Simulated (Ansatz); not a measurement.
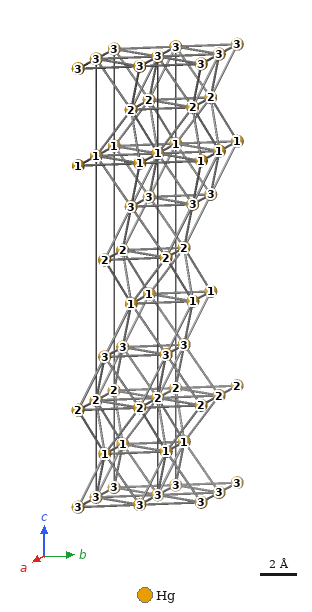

The starting point is a symmetric starting cell of Hg. Style: ball-and-stick. Shown: the conventional cell (3 times the calculation's cell), repeated 2 × 2 × 1 with one cell outlined, slightly off an axis. Lengths and directions refer to the drawn axes.

The calculation used DFT PBEsol, scalar-relativistic, plane waves, PAW in Ansatz. (plane-wave cutoff 420 eV; k-point mesh 12 × 12 × 4; occupations gaussian; smearing width 0.05 eV; no spin polarisation)

The variant: The cell is strained by +5.7 % roughly along [3 −3 1], +3.5 % along [1 1 0], +1.7 % roughly along [3 −3 −1] (volume +11.3 %) and atoms are displaced by 0.32 Å relative to the cell: Hg1 0.32 Å along −c. No relaxation follows. The starting cell wasn't computed here and needn't be at equilibrium, so pressure and forces aren't due to the change alone.

Predict the response.

Answer. Among the bonded contacts that change: Hg–Hg 3.461 → 4.082 to 4.174 Å, Hg–Hg 3.521 → 3.333 to 3.434 Å, Hg–Hg 3.607 → 3.734 to 3.740 Å. The space group stays C2/m (No. 12). The pressure is −2.3 GPa (not all of it need come from the change, since the unchanged cell can be under pressure at this level too). The principal stresses (compression positive) are −2.1 GPa along [2 −2 −1] and −2.4 GPa across it. The largest forces, 0.016 eV/Å, act on Hg1 and Hg2.

Drawn alike, the variant:

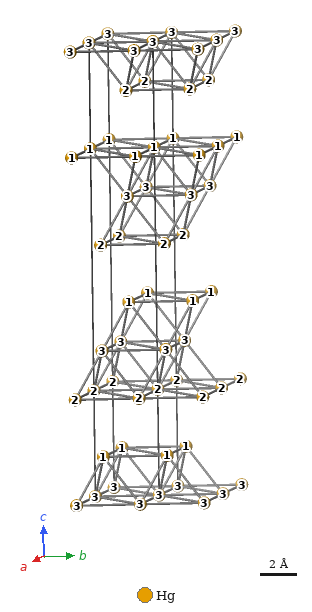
